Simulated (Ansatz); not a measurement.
**Energy of Zn along an even scaling of the cell**

System: Zn (Fm-3m, 1 atom in the cell).
Method: Kohn-Sham DFT of a periodic cell, LDA, all-electron LAPW, scalar-relativistic, no spin polarisation (Ansatz 0.2.0).

The 7 runs differ only in the geometry, by an even scaling of the cell at fixed fractional positions. The structure derives from a Materials Project entry.

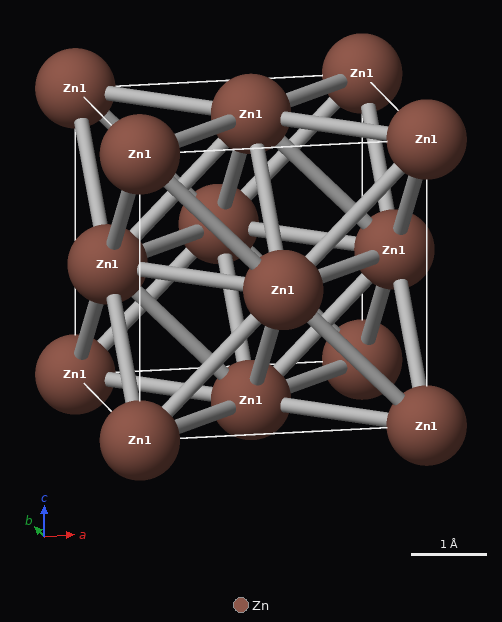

Figure 1. The structure of run 4 (ball-and-stick view of the cell 4 times as large as that of the calculation, set on its symmetry axes, seen slightly off an axis; atoms are numbered from 1 in the order of the input).

## Input of run 4
```yaml
crystal:
  lattice:
    - [0.0, 1.964776, 1.964776]
    - [1.964776, 0.0, 1.964776]
    - [1.964776, 1.964776, 0.0]
  atoms:
    - { symbol: Zn, position: [0.0, 0.0, 0.0] }
kpoints:
  mp_grid: { grid: [12, 12, 12] }
scf:
  occupations: { method: fermi_dirac, width: 0.05 }
hamiltonian:
  xc: lda
  pseudopotentials: { kind: all_electron, lapw: { basis_error: 0.001 } }
output:
  forces: true
  stress: true
  eigenvalues: true
```

Command:
```bash
ansatz run input.yaml --threads 1 --pin off --max-ram 3072MiB --backend cpu --events-out ev --progress --plain --runs-dir out
```

Lattice vectors (Å) and fractional positions of run 4:
```
   0.000000    1.964776    1.964776
   1.964776    0.000000    1.964776
   1.964776    1.964776    0.000000
Zn  0.000000  0.000000  0.000000
```

Run 5 differs from it as follows:
```diff
-    - [0.0, 1.964776, 1.964776]
-    - [1.964776, 0.0, 1.964776]
-    - [1.964776, 1.964776, 0.0]
+    - [0.0, 1.9777881408, 1.9777881408]
+    - [1.9777881408, 0.0, 1.9777881408]
+    - [1.9777881408, 1.9777881408, 0.0]
```

## Results, with one run withheld

```csv
run,volume per atom (Å³),"free energy per atom, from the lowest run given (meV)",pressure (GPa)
1,14.259,0.00,−4.76
2,14.563,10.41,−6.19
3,14.866,23.34,−7.43
4,15.169,38.47,−8.51
5,15.473,?,?
6,15.776,74.10,−10.21
7,16.080,94.08,−10.87
```

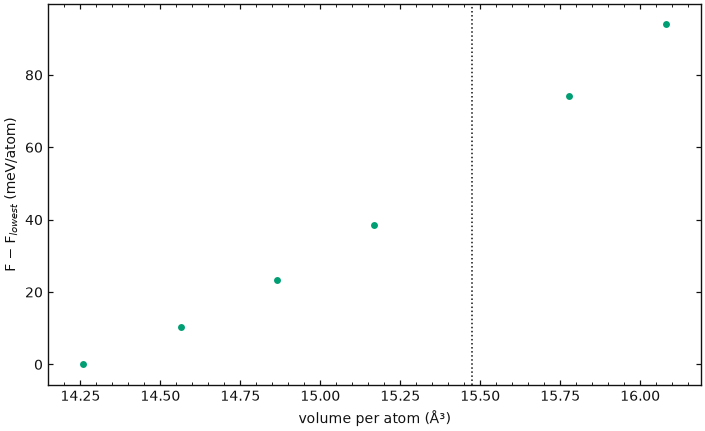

Figure 2. Free energy per atom of the runs given; the dotted line marks run 5.

What should run 5 give?

A cubic polynomial in V^(−2/3) (the Birch–Murnaghan form), fitted to the 6 runs given, misses them by under 0.01 meV per atom. With x = V^(−2/3) − 0.16371 Å⁻², it reads F = 34.689 − 7147.9 x + 2.5622e+05 x² + 1.4757e+06 x³ (meV per atom). At run 5 it gives 55.52 meV per atom, and the run itself gives 55.48. The slope of the fit gives a pressure −dF/dV of −9.43 GPa there, and the run prints −9.43 GPa. The fit has no minimum inside this range.

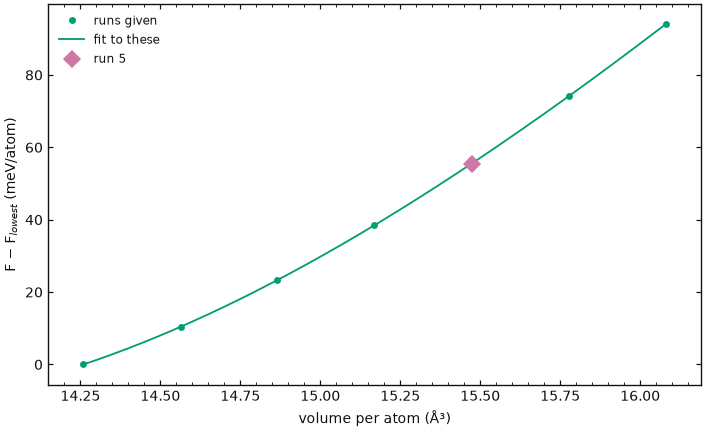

Figure 3. The fit and the withheld run.

## Output, shortened to warnings, some set-up lines, iterations and results (run 5)
```
Basis set: ecut = 236.15653667198472 eV, 137 PW (Γ), exchange–correlation at level 2
Symmetry: 48 space group operations
k-points: 72 of 1728
Initial density: superposition of atomic densities (chi_scale 0.1, normalization cell)
[...]
SCF iter   1: F=—  HF=-48800.381252 eV  |F-HF|=—  |Δ(HF+E_count)|=         —  Δρ=1.40e-2  dr2=1.62e-2  ethr=8.04e-5  ⟨swp⟩=3.2  Hψ=7122  notcnv=0
SCF iter   2: F=—  HF=-48800.328412 eV  |F-HF|=—  |Δ(HF+E_count)|=   5.28e-2  Δρ=2.45e-3  dr2=4.81e-4  ethr=2.40e-6  ⟨swp⟩=2.0  Hψ=5253  notcnv=0
SCF iter   3: F=—  HF=-48800.262096 eV  |F-HF|=—  |Δ(HF+E_count)|=   6.63e-2  Δρ=4.04e-3  dr2=1.28e-3  ethr=2.40e-6  ⟨swp⟩=3.0  Hψ=3343  notcnv=0
SCF iter   4: F=—  HF=-48800.258851 eV  |F-HF|=—  |Δ(HF+E_count)|=   3.25e-3  Δρ=6.28e-4  dr2=3.03e-5  ethr=2.40e-6  ⟨swp⟩=2.0  Hψ=2908  notcnv=0
SCF iter   5: F=—  HF=-48800.258822 eV  |F-HF|=—  |Δ(HF+E_count)|=   2.88e-5  Δρ=3.58e-5  dr2=1.90e-7  ethr=1.51e-7  ⟨swp⟩=2.0  Hψ=2907  notcnv=0
SCF iter   6: F=—  HF=-48800.258819 eV  |F-HF|=—  |Δ(HF+E_count)|=   3.62e-6  Δρ=4.12e-6  dr2=2.58e-9  ethr=9.48e-10  ⟨swp⟩=2.7  Hψ=2977  notcnv=0
SCF iter   7: F=-48800.258818 eV  HF=-48800.258818 eV  |F-HF|=4.80e-10  |Δ(HF+E_count)|=   4.92e-8  Δρ=2.18e-7  dr2=7.34e-12  ethr=1.29e-11  ⟨swp⟩=2.7  Hψ=3001  notcnv=0
SCF 1 converged in 7 iterations: F = -48800.258818 eV  dr2 = 7.34e-12
SCF converged after 7 iterations
Free energy (F): -48800.258818 eV
Harris-Foulkes:  -48800.258818 eV  (|F-HF|=4.80e-10)
Internal energy: -48800.255195 eV  (E = F + TS)
E sigma→0 (E₀):  -48800.257007 eV
Entropy (-TS):   -0.003623 eV (-3.623 meV/atom)
Fermi energy:    13.070338 eV
--- Per-component energies (eV) ---
  E_band       = -552.259906
  E_kinetic    = 49675.882852
  E_xc         = -1875.753957
  E_electrostatic = -96600.384089  (all electrons and nuclei)
  E_smearing   = -0.003623  (= −TS)
  E_closure    = 0.000000  (closes the sum)
  E_atoms      = -48798.484913  (free atoms, spherical and without spin; not in F)
  Σ components = -48800.258818   (vs F -48800.258818, Δ=0.00e0)
  Basis errors (estimates in eV, not in F): energy 2.1e-4 per atom: plane waves 2.0e-4 (1.0e-4 summed), levels above the bands 1.5e-115, relativity 8.5e-10, radial functions 4.1e-6, core shells 1.8e-13; eigenvalues (radial functions only) 1.2e-4; not estimated: angular momenta, meshes, grids; …
--- Forces (eV/Å), atoms counted from 1 ---
  atom   1  Zn     0.00000000    -0.00000000     0.00000000
  max |Σ_I F_I| component: 2.47e-32 eV/Å
--- Stress (GPa, compression-positive) ---
       -9.429964      -0.000000       0.000000
       -0.000000      -9.429964      -0.000000
        0.000000      -0.000000      -9.429964
  P = ⅓ Tr σ = -9.4300 GPa (-94.300 kbar)
```
